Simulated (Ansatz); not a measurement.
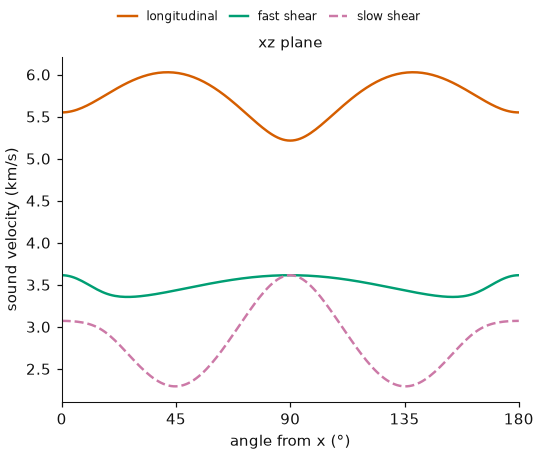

Plotted: sound velocities against the direction of travel in the xz plane, from the elastic constants and the density for CuNi₄, space group I4/m (No. 87) (cell built by us, not taken from a database).

The given structure:
```
CELL_PARAMETERS angstrom
-2.79839 2.79839 1.76834
2.79839 -2.79839 1.76834
2.79839 2.79839 -1.76834
ATOMIC_POSITIONS crystal
Cu 0.00000 0.00000 0.00000
Ni 0.40050 0.19824 0.59874
Ni 0.80176 0.40050 0.20226
Ni 0.19824 0.59950 0.79774
Ni 0.59950 0.80176 0.40126
```

Computed with Ansatz 0.2.0: elastic stress-strain coefficients at zero temperature from small strains of the given cell, Voigt order xx yy zz yz xz xy, Cartesian axes of the cell vectors; plane waves with PAW datasets, Γ-centred k mesh. Level: PBE, no spin polarisation.

wave cutoff 420 eV; k mesh 12×12×12; occupations Fermi–Dirac; smearing width 0.15 eV; ions relaxed; strain amplitude 0.005.

How fast does sound travel along the Cartesian axes?

Answer. Along x the longitudinal wave runs at 5.55 km/s and the transverse ones at 3.61 and 3.07 km/s; along y the longitudinal wave runs at 5.55 km/s and the transverse ones at 3.61 and 3.07 km/s; along z the longitudinal wave runs at 5.21 km/s and the transverse ones at 3.61 and 3.61 km/s; along x + y they run at 5.75, 3.61 and 2.68 km/s (density 8.94 g/cm³).

Caveats: a known weakness of the program can leave such a cell on a higher state; metal sensitive to the k mesh; no spin polarisation, a magnetic state may lie lower.

The computed values:

Stiffness matrix C (GPa), Voigt order:
```tsv
	xx	yy	zz	yz	xz	xy
xx	269.2	130.6	157.0	0.0	0.0	-34.0
yy	130.6	269.2	157.0	0.0	0.0	34.0
zz	157.0	157.0	243.2	0.0	0.0	0.0
yz	0.0	0.0	0.0	116.8	0.0	0.0
xz	0.0	0.0	0.0	0.0	116.8	0.0
xy	-34.0	34.0	0.0	0.0	0.0	90.6
```
